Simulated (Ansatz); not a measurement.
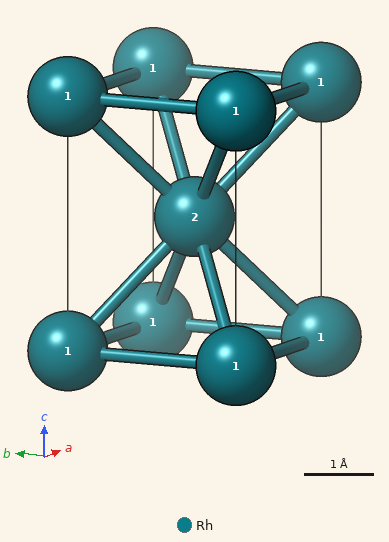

Fig. 1: The input geometry (ball-and-stick view of the cell of the calculation, seen at an oblique angle; atoms are numbered from 1 in the order of the input). An atom can appear more than once, as a periodic image. Near neighbours in the periodic cell (some may lie outside the picture): Rh has 12 Rh at 2.70 to 2.74 Å.

## Geometry relaxation, with input and output: Rh (part 1 of 2)

The run: geometry relaxation of Rh (I4/mmm, 2 atoms in the cell). Method and program: DFT r2SCAN, scalar-relativistic, plane waves, PAW, no spin polarisation (Ansatz 0.2.0).

The structure derives from a Materials Project entry. It belongs to a series of runs on one base structure; here: biaxial strain in the a-b plane, c and atoms relaxed: +2.0 %. Figures and captions count atoms from 1; the log counts them from 0 in places.

The program's output:
```
Engine: ansatz 0.2.0, x86_64-unknown-linux-gnu
Pseudopotentials: kind: paw
Pseudopotential: Rh, paw, valence charge 17, recommended cutoff 500 eV (meta_gga), Rh.paw.azcp
Functional definition: r2SCAN
  parameter k0 = 0.174
  parameter k1 = 0.065
  parameter a1 = 4.9479
  exchange = r2scan_x(k0 = k0, k1 = k1, a1 = a1)
  correlation = r2scan_c
Crystal: 2 atoms, lattice volume = 28.201 Å³
Basis set: ecut = 500 eV, 697 PW (Γ), exchange–correlation on 80×80×120 points (64 copies of the dense FFT grid, shifted against one another)
Bands: 21, of which v1, the nominal top of the filled ones, is band 17 counted from 1 (16 counted from 0)
Symmetry: 32 space group operations
Space group: I4/mmm (ITA 139), of the structure as read, at distance tolerance 3.0e-5 Å
k-points: 528 of 5600
Non-local potential: Rh, projectors of the file, l = 0: 3, l = 1: 2, l = 2: 2, l = 3: 1
PAW form: soft (Blöchl's): semilocal exchange-correlation on the pseudo side does not see the compensation charge
PAW frozen core: Rh, regenerated for the run's functional (the file was generated under x = pbe(κ = 0.804, μ = 0.2195149727645171), c = pbe(β = 0.06672455060314922))
PAW one-centre angular grid: Rh, 590 points (default); XC on 160 Gauss nodes
Initial density: superposition of atomic densities (neutral atoms: chi_scale 0, normalization atom), corrected by the library's trained network
Initial wavefunctions: pseudopotential atomic-orbital guess
Functional: x = r2scan, c = r2scan; τ floored in thin density (d = 2e-4 eV/Å³)
SCF iter   1: F=—  HF=-12830.498790 eV  |F-HF|=—  |Δ(HF+E_count)|=         —  Δρ=1.04e-2  dr2=8.19e-3  dr2_τ=1.81e-2  ethr=1.77e-3  ⟨swp⟩=4.9  Hψ=44905  notcnv=0
preconditioner: auto → none  [metal: Δε(μ)=0.007 eV  Ē_g=7.678 eV  σ=0.100 eV  W_gap=0.04  n_scr=6 (ndim 8)  ℏωp=29.7 eV  f_vac=0.000  D(μ)=2.66/eV (n_scr^D=36)  sad-step TF]
SCF iter   2: F=—  HF=-12830.520424 eV  |F-HF|=—  |Δ(HF+E_count)|=   2.16e-2  Δρ=6.58e-3  dr2=4.13e-3  dr2_τ=4.84e-4  ethr=2.41e-5  ⟨swp⟩=2.0  Hψ=20537  notcnv=0  defer=25
SCF iter   3: F=—  HF=-12830.521636 eV  |F-HF|=—  |Δ(HF+E_count)|=   1.21e-3  Δρ=2.02e-3  dr2=1.03e-3  dr2_τ=1.34e-4  ethr=1.22e-5  ⟨swp⟩=2.0  Hψ=15910  notcnv=0  defer=25
SCF iter   4: F=—  HF=-12830.521383 eV  |F-HF|=—  |Δ(HF+E_count)|=   2.53e-4  Δρ=4.49e-4  dr2=1.85e-5  dr2_τ=1.70e-5  ethr=3.04e-6  ⟨swp⟩=2.9  Hψ=20174  notcnv=0  defer=25
SCF iter   5: F=—  HF=-12830.521386 eV  |F-HF|=—  |Δ(HF+E_count)|=   3.20e-6  Δρ=1.33e-4  dr2=1.08e-6  dr2_τ=5.57e-7  ethr=5.43e-8  ⟨swp⟩=3.0  Hψ=22912  notcnv=0  defer=25
SCF iter   6: F=-12830.521388 eV  HF=-12830.521388 eV  |F-HF|=4.33e-9  |Δ(HF+E_count)|=   1.69e-6  Δρ=9.17e-6  dr2=1.34e-8  dr2_τ=4.94e-9  ethr=2.94e-10  ⟨swp⟩=6.6  Hψ=75398  notcnv=0
SCF 1 converged in 6 iterations: F = -12830.521388 eV  dr2 = 1.34e-8
  greatest PAW one-centre occupation: 1.000 electrons in one spin orbital (limit 2), on the Rh atom at site 1 (counted from 0), in its partial waves of l = 0
relax step   1: F+E_penalty+E_count = -12830.52138789 eV  Δ(F+E_penalty+E_count) = +0.000e0 eV  max|allowed force component| = 9.269e-30 eV/Å  Δτ_max = 0.0000 Å  P = -7.083 GPa  Ω = 28.201 Å³  fix = [a, b, gamma]  reactions: a -9.484, b -9.484 GPa  (6 SCF iters, dr2 threshold 1.00e-7 eV, accepted)
Crystal: 2 atoms, lattice volume = 27.935 Å³
Initial density: handed on by an earlier stage of this run
Initial wavefunctions: those handed on with the density
iter 1 solved again at ethr=2.88e-6 eV; its pass at ethr=3.10e-3 eV (dr2=9.80e-4 eV) is discarded
SCF iter   1: F=—  HF=-12830.512979 eV  |F-HF|=—  |Δ(HF+E_count)|=         —  Δρ=1.84e-3  dr2=7.70e-4  dr2_τ=9.59e-3  ethr=2.88e-6  ⟨swp⟩=2.0  Hψ=61430  notcnv=0
preconditioner: auto → none  [metal: Δε(μ)=0.007 eV  Ē_g=7.761 eV  σ=0.100 eV  W_gap=0.04  n_scr=6 (ndim 8)  ℏωp=29.8 eV  f_vac=0.000  D(μ)=2.62/eV (n_scr^D=36)]
SCF iter   2: F=—  HF=-12830.522111 eV  |F-HF|=—  |Δ(HF+E_count)|=   9.13e-3  Δρ=1.45e-3  dr2=4.55e-4  dr2_τ=6.19e-5  ethr=2.27e-6  ⟨swp⟩=2.0  Hψ=20104  notcnv=0
SCF iter   3: F=—  HF=-12830.521995 eV  |F-HF|=—  |Δ(HF+E_count)|=   1.16e-4  Δρ=5.61e-4  dr2=4.23e-5  dr2_τ=5.16e-6  ethr=1.34e-6  ⟨swp⟩=2.2  Hψ=16127  notcnv=0
SCF iter   4: F=—  HF=-12830.521997 eV  |F-HF|=—  |Δ(HF+E_count)|=   2.17e-6  Δρ=2.01e-4  dr2=9.19e-6  dr2_τ=5.63e-7  ethr=1.24e-7  ⟨swp⟩=2.0  Hψ=18454  notcnv=0
SCF iter   5: F=—  HF=-12830.521996 eV  |F-HF|=—  |Δ(HF+E_count)|=   1.31e-6  Δρ=1.05e-4  dr2=2.84e-6  dr2_τ=9.23e-8  ethr=2.70e-8  ⟨swp⟩=1.0  Hψ=11104  notcnv=0
SCF iter   6: F=—  HF=-12830.521995 eV  |F-HF|=—  |Δ(HF+E_count)|=   4.44e-7  Δρ=5.61e-5  dr2=8.08e-7  dr2_τ=2.80e-8  ethr=8.34e-9  ⟨swp⟩=1.1  Hψ=11648  notcnv=0
SCF iter   7: F=-12830.521995 eV  HF=-12830.521995 eV  |F-HF|=5.85e-8  |Δ(HF+E_count)|=   1.35e-7  Δρ=2.07e-5  dr2=1.08e-7  dr2_τ=3.92e-9  ethr=5.88e-10  ⟨swp⟩=6.0  Hψ=69696  notcnv=0
SCF 2 converged in 7 iterations: F = -12830.521995 eV  dr2 = 1.08e-7
relax step   2: F+E_penalty+E_count = -12830.52199487 eV  Δ(F+E_penalty+E_count) = -6.070e-4 eV  max|allowed force component| = 6.114e-30 eV/Å  Δτ_max = 0.0000 Å  P = -4.611 GPa  Ω = 27.935 Å³  energy of the carried Pulay correction = +5.927e-5 eV  fix = [a, b, gamma]  reactions: a -7.745, b -7.745 GPa  (7 SCF iters, dr2 threshold 2.00e-7 eV, accepted)
Crystal: 2 atoms, lattice volume = 28.047 Å³
iter 1 solved again at ethr=4.13e-7 eV; its pass at ethr=3.10e-3 eV (dr2=1.41e-4 eV) is discarded
SCF iter   1: F=—  HF=-12830.520903 eV  |F-HF|=—  |Δ(HF+E_count)|=         —  Δρ=7.92e-4  dr2=1.44e-4  dr2_τ=1.72e-3  ethr=4.13e-7  ⟨swp⟩=3.0  Hψ=59723  notcnv=0
preconditioner: auto → none  [metal: Δε(μ)=0.004 eV  Ē_g=7.717 eV  σ=0.100 eV  W_gap=0.02  n_scr=6 (ndim 8)  ℏωp=29.7 eV  f_vac=0.000  D(μ)=2.63/eV (n_scr^D=36)]
SCF iter   2: F=—  HF=-12830.522561 eV  |F-HF|=—  |Δ(HF+E_count)|=   1.66e-3  Δρ=6.55e-4  dr2=9.55e-5  dr2_τ=1.25e-5  ethr=4.13e-7  ⟨swp⟩=2.0  Hψ=20115  notcnv=0
SCF iter   3: F=—  HF=-12830.522536 eV  |F-HF|=—  |Δ(HF+E_count)|=   2.49e-5  Δρ=2.58e-4  dr2=9.97e-6  dr2_τ=1.08e-6  ethr=2.81e-7  ⟨swp⟩=2.3  Hψ=16433  notcnv=0
SCF iter   4: F=—  HF=-12830.522537 eV  |F-HF|=—  |Δ(HF+E_count)|=   6.81e-7  Δρ=9.54e-5  dr2=1.95e-6  dr2_τ=1.41e-7  ethr=2.93e-8  ⟨swp⟩=2.0  Hψ=18413  notcnv=0
SCF iter   5: F=—  HF=-12830.522536 eV  |F-HF|=—  |Δ(HF+E_count)|=   2.72e-7  Δρ=5.10e-5  dr2=6.74e-7  dr2_τ=2.16e-8  ethr=5.73e-9  ⟨swp⟩=1.0  Hψ=11088  notcnv=0
SCF iter   6: F=-12830.522536 eV  HF=-12830.522536 eV  |F-HF|=1.11e-7  |Δ(HF+E_count)|=   1.10e-7  Δρ=2.70e-5  dr2=1.89e-7  dr2_τ=6.45e-9  ethr=5.88e-10  ⟨swp⟩=6.2  Hψ=66299  notcnv=0
SCF 3 converged in 6 iterations: F = -12830.522536 eV  dr2 = 1.89e-7
relax step   3: F+E_penalty+E_count = -12830.52253627 eV  Δ(F+E_penalty+E_count) = -5.414e-4 eV  max|allowed force component| = 3.333e-29 eV/Å  Δτ_max = 0.0000 Å  P = -5.671 GPa  Ω = 28.047 Å³  energy of the carried Pulay correction = +3.426e-5 eV  fix = [a, b, gamma]  reactions: a -8.493, b -8.493 GPa  (6 SCF iters, dr2 threshold 2.00e-7 eV, accepted)
Crystal: 2 atoms, lattice volume = 28.045 Å³
iter 1 solved again at ethr=2.47e-10 eV; its pass at ethr=3.10e-3 eV (dr2=8.40e-8 eV) is discarded
SCF iter   1: F=—  HF=-12830.522536 eV  |F-HF|=—  |Δ(HF+E_count)|=         —  Δρ=1.70e-5  dr2=6.79e-8  dr2_τ=4.66e-7  ethr=2.47e-10  ⟨swp⟩=2.1  Hψ=55136  notcnv=0
preconditioner: auto → none  [metal: Δε(μ)=0.004 eV  Ē_g=7.721 eV  σ=0.100 eV  W_gap=0.02  n_scr=6 (ndim 8)  ℏωp=29.7 eV  f_vac=0.000  D(μ)=2.63/eV (n_scr^D=36)]
SCF iter   2: F=—  HF=-12830.522537 eV  |F-HF|=—  |Δ(HF+E_count)|=   4.90e-7  Δρ=8.62e-6  dr2=1.13e-8  dr2_τ=2.30e-9  ethr=2.00e-10  ⟨swp⟩=2.0  Hψ=20085  notcnv=0
SCF iter   3: F=-12830.522537 eV  HF=-12830.522537 eV  |F-HF|=2.13e-10  |Δ(HF+E_count)|=   4.51e-9  Δρ=3.11e-6  dr2=7.38e-10  dr2_τ=2.42e-10  ethr=4.78e-12  ⟨swp⟩=5.2  Hψ=61220  notcnv=0
SCF 4 converged in 3 iterations: F = -12830.522537 eV  dr2 = 7.38e-10
relax step   4: F+E_penalty+E_count = -12830.52253686 eV  Δ(F+E_penalty+E_count) = -5.966e-7 eV  max|allowed force component| = 5.944e-30 eV/Å  Δτ_max = 0.0000 Å  P = -5.655 GPa  Ω = 28.045 Å³  energy of the carried Pulay correction = +3.464e-5 eV  fix = [a, b, gamma]  reactions: a -8.483, b -8.483 GPa  (3 SCF iters, dr2 threshold 1.62e-9 eV, accepted)
Initial wavefunctions: pseudopotential atomic-orbital guess (no wavefunctions were taken with the density)
iter 1 solved again at ethr=2.87e-8 eV; its pass at ethr=3.10e-3 eV (dr2=9.76e-6 eV) is discarded
SCF iter   1: F=—  HF=-12830.522503 eV  |F-HF|=—  |Δ(HF+E_count)|=         —  Δρ=1.32e-5  dr2=6.00e-9  dr2_τ=7.14e-8  ethr=2.87e-8  ⟨swp⟩=3.7  Hψ=79330  notcnv=0
SCF iter   2: F=—  HF=-12830.522503 eV  |F-HF|=—  |Δ(HF+E_count)|=   1.62e-8  Δρ=5.74e-6  dr2=1.09e-9  dr2_τ=1.07e-9  ethr=1.77e-11  ⟨swp⟩=2.7  Hψ=21591  notcnv=0
SCF iter   3: F=—  HF=-12830.522503 eV  |F-HF|=—  |Δ(HF+E_count)|=   2.33e-9  Δρ=9.70e-7  dr2=4.12e-11  dr2_τ=6.17e-11  ethr=3.20e-12  ⟨swp⟩=2.0  Hψ=16406  notcnv=0
SCF iter   4: F=—  HF=-12830.522503 eV  |F-HF|=—  |Δ(HF+E_count)|=  1.06e-10  Δρ=2.09e-7  dr2=1.05e-11  dr2_τ=9.28e-13  ethr=1.00e-12  ⟨swp⟩=2.0  Hψ=15250  notcnv=0
SCF iter   5: F=-12830.522503 eV  HF=-12830.522503 eV  |F-HF|=1.82e-12  |Δ(HF+E_count)|=  1.82e-12  Δρ=6.14e-8  dr2=3.23e-13  dr2_τ=1.65e-13  ethr=1.00e-12  ⟨swp⟩=4.0  Hψ=46607  notcnv=0
SCF 5 converged in 5 iterations: F = -12830.522503 eV  dr2 = 3.23e-13
relax step   5: F+E_penalty+E_count = -12830.52250277 eV  Δ(F+E_penalty+E_count) = +3.410e-5 eV  max|allowed force component| = 5.446e-30 eV/Å  Δτ_max = 0.0000 Å  P = -5.657 GPa  Ω = 28.045 Å³  fix = [a, b, gamma]  reactions: a -8.484, b -8.484 GPa  stress off target by 4.19e-3 GPa on what of the cell is left free  SCF on the basis re-selected at this cell (its energy is not comparable with the rows above)  (5 SCF iters)
```

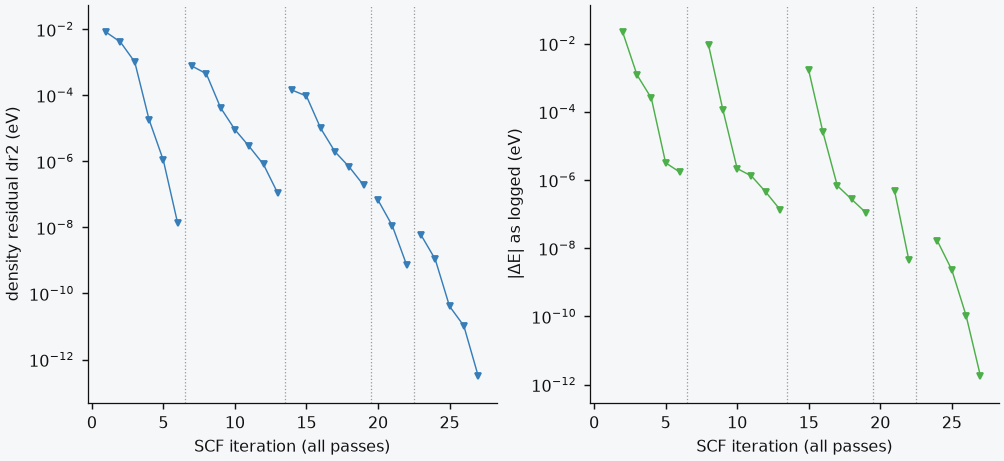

Fig. 2: Convergence of the self-consistent field: density residual dr2 and size of the energy change against the SCF iteration. The dotted lines part the SCF passes of the relaxation: geometry steps, rejected trials and re-solves on a re-selected basis. The 5 passes take 3 to 7 iterations each, 27 in all.

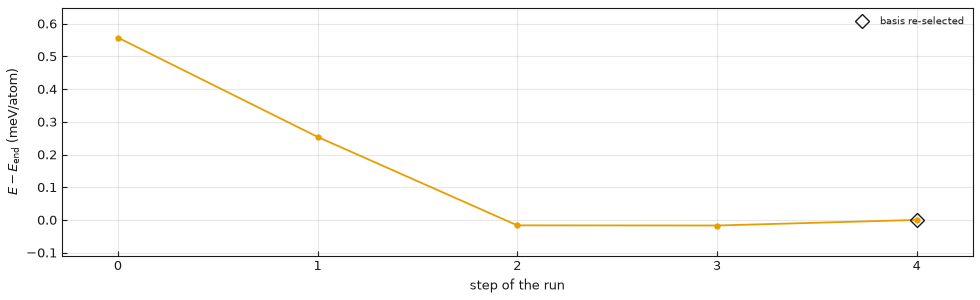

Fig. 3: Progress of the relaxation, step by step (the first geometry is step 0 here and step 1 in the log).
